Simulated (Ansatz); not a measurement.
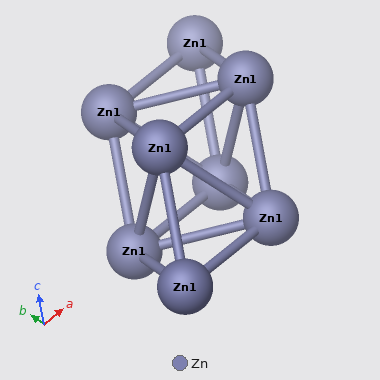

The system is Zn (Fm-3m, No. 225; 1 atom in the cell); the picture shows the reference structure. The energy is mapped over two homogeneous strains (x, y and z along the cube axes). The first coordinate is: engineering shear strain xy; the second: normal strain along z. Nothing is relaxed (symmetry fixes all fractional coordinates). The grid has 7 × 7 points; 28 points were computed and 21 follow by symmetry. Points are written as (first, second). All energies are given in meV/atom relative to the lowest grid point. Computed with DFT PBE, scalar-relativistic, plane waves, PAW (Ansatz 0.2.0). Settings: cutoff 520 eV, k-mesh 20×20×20, gaussian smearing 0.15 eV, no spin polarisation.

Its coordinates:

```yaml
crystal:
  lattice:
    - [0.00000, 1.96434, 1.96434]
    - [1.96434, 0.00000, 1.96434]
    - [1.96434, 1.96434, 0.00000]
  atoms:
    - { symbol: Zn, position: [0.00000, 0.00000, 0.00000] }
```

Range: engineering shear strain xy from −14.0 to 14.0 %; normal strain along z from −7.00 to 7.00 %.

### What will the energy surface look like?

The lowest grid point is at (0.0 %, 0.00 %); the map holds 3 wells of about this depth. The highest grid point, (0.0 %, −7.00 %), lies 29.0 meV/atom above the lowest. On the interpolated surface the easiest way out of the lowest well to a well of about the same depth near (9.3 %, 0.00 %) passes a barrier of about 0.81 meV/atom.

| normal strain along z ↓, engineering shear strain xy → | −14.0 | −9.3 | −4.7 | 0.0 | 4.7 | 9.3 | 14.0 |
| --- | --- | --- | --- | --- | --- | --- | --- |
| 7.00 | 24.3 | 23.9 | 24.8 | 24.1 | 24.8 | 23.9 | 24.3 |
| 4.67 | 11.9 | 11.7 | 12.9 | 11.8 | 12.9 | 11.7 | 11.9 |
| 2.33 | 3.7 | 3.6 | 4.5 | 3.3 | 4.5 | 3.6 | 3.7 |
| 0.00 | 0.9 | 0.3 | 0.9 | 0.0 | 0.9 | 0.3 | 0.9 |
| −2.33 | 3.8 | 2.3 | 3.1 | 3.6 | 3.1 | 2.3 | 3.8 |
| −4.67 | 12.2 | 10.5 | 11.8 | 13.6 | 11.8 | 10.5 | 12.2 |
| −7.00 | 26.5 | 25.7 | 27.0 | 29.0 | 27.0 | 25.7 | 26.5 |

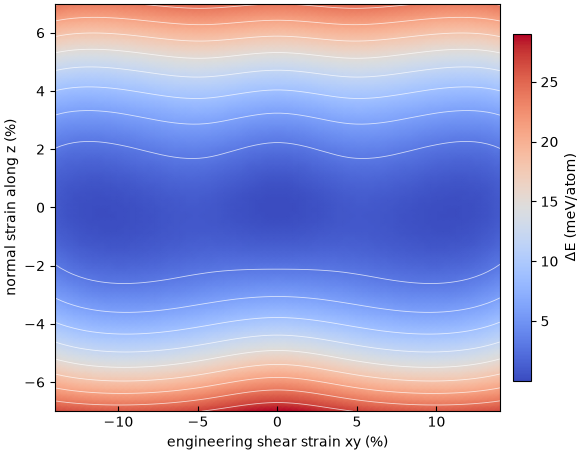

Drawn: a smooth colour map with a few white contour lines. Between grid points the surface is interpolated.

Each point was launched as `ansatz run input.yaml --threads 1 --pin off --max-ram 2048MiB --backend cpu --events-out ev --progress --plain --runs-dir out`. Time for the 28 points that were run: 4.8 min on 1 thread of Arm Neoverse V2, on a shared host.
